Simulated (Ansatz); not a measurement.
Geometry optimisation.

Program: Ansatz.

```
crystal:
  lattice:
    - [3.834, 0.0, 0.0]
    - [0.0, 3.834, 0.0]
    - [0.0, 0.0, 3.834]
  atoms:
    - { symbol: Tl, position: [0.0, 0.0, 0.0] }
    - { symbol: Cl, position: [0.5, 0.5, 0.5] }
kpoints:
  mp_grid: { grid: [6, 6, 6] }
hamiltonian:
  xc: pbe
  dispersion: d3bj
scf:
  occupations: { method: fermi_dirac, width: 0.02 }
relax:
  f_tol: 0.005
  cell: {}
```

Launched with:
```bash
ansatz run input.yaml --threads 2 --pin off --max-ram 2211MiB --backend cpu --events-out ev --progress --plain --runs-dir out
```

How does the optimisation go?

The optimisation met its thresholds at geometry 7, counting the start as the first. The energy fell by about 18 meV/atom from the first step to the last. All forces vanish by symmetry, so only the cell moves. The volume grows from 28.2 to 30.1 Å³ per atom (+7 %), overshooting to 31.0 at step 4, as the pressure goes from 0.46 GPa to about 0 GPa.

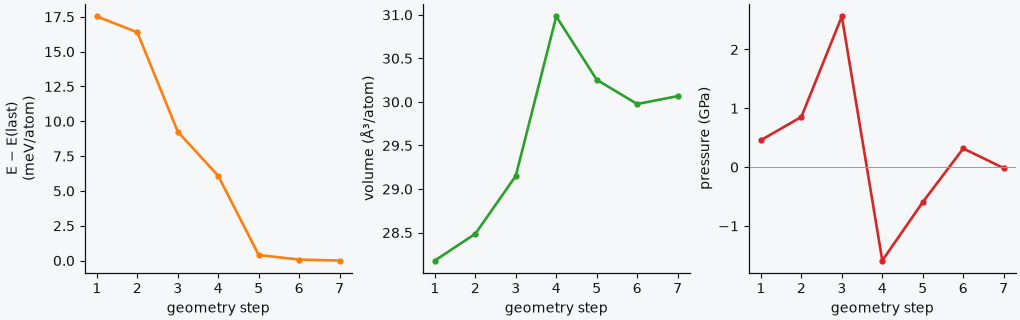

History of the run, step by step. Atoms and cell relax. A closing SCF on a freshly chosen basis isn't drawn.
